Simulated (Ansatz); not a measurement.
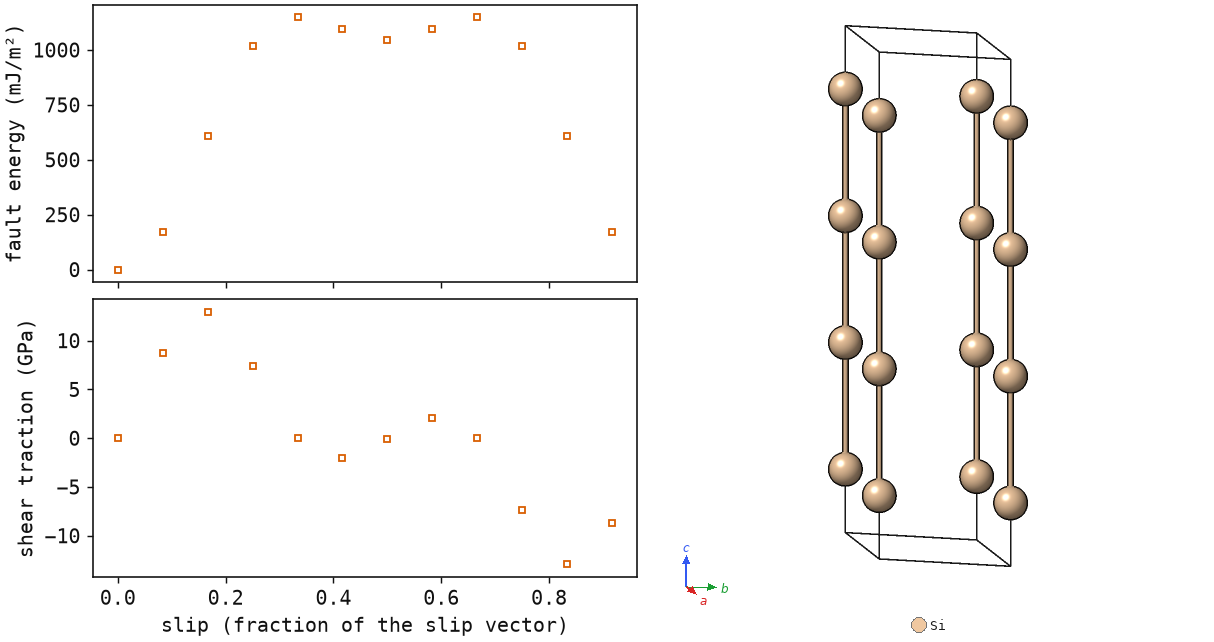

Method: rigid slide of a crystal across a plane by tilting cell vector c, one fault a cell, unrelaxed, by plane-wave density functional theory with PAW datasets, free energies less that of the undisturbed cell; scalar-relativistic (Ansatz 0.2.0). Level: r2SCAN, no spin polarisation.

- wave cutoff: 500 eV
- k mesh: 26×26×6
- occupations: Gaussian
- smearing width: 0.15 eV
- k shift: (0, 0, 0) (mesh steps)
- start: relaxed
- height of the cut: 0 (fraction of cell vector c)
- slip vector: (1, 1) (multiples of cell vectors a and b)

Structure:
```yaml
crystal:
  lattice:
    - [-2.62900, 0.00000, 0.00000]
    - [-1.31450, -2.27678, 0.00000]
    - [0.00000, 0.00000, 9.97520]
  atoms:
    - { symbol: Si, position: [0.00000, 0.00000, 0.87500] }
    - { symbol: Si, position: [0.00000, 0.00000, 0.12500] }
    - { symbol: Si, position: [0.00000, 0.00000, 0.37500] }
    - { symbol: Si, position: [0.00000, 0.00000, 0.62500] }
```

**Figure.** Fault energy and shear traction against slip for Si, space group P6/mmm (No. 191). The cell is drawn beside the plot.

The points at slip 0.5833, 0.6667, 0.75, 0.8333 and 0.9167 follow from computed ones by symmetry.

The highest fault energy among the points, the barrier to rigid slip along this vector, is 1150 mJ/m² at slip 0.333; a local minimum of 1050 mJ/m² at slip 0.5 marks a metastable stacking fault. The shear traction goes from 0.00 GPa at slip 0.0000 to −8.71 GPa at 0.9167, not monotonically, with a high of 12.94 GPa at 0.1667 and a low of −12.94 GPa at 0.8333. The spacing at cut is 2.49 Å.
